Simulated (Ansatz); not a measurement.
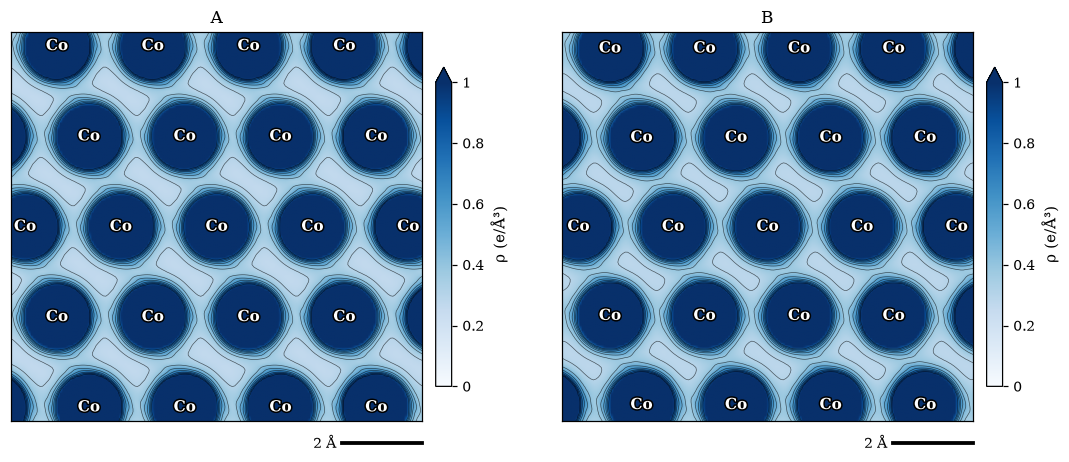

Co. The valence electron density of two cells that differ in size, on the (001) plane of each (indices in the axes of the calculation cell), at one length scale and on one colour scale: A has 10.6 Å³ an atom and B 10.2.

Computed with Ansatz, DFT, r2SCAN, plane waves (500 eV) with PAW, scalar-relativistic.

The larger cell:

```xyz
1
Lattice="-1.3831 1.3831 1.3831 1.3831 -1.3831 1.3831 1.3831 1.3831 -1.3831" Properties=species:S:1:pos:R:3 pbc="T T T"
Co    0.0000    0.0000    0.0000
```

The smaller cell: a = 2.364 Å, b = 2.364 Å, c = 2.364 Å, α = 109.47°, β = 109.47°, γ = 109.47°.

Q: What does the compression do to the bonding and the properties?

A: From the larger cell to the smaller, Co–Co goes from 2.40 to 2.36 Å, and the density at its midpoint from 0.34 to 0.37 e/Å³; the pressure goes from −10 to 0.0 GPa.
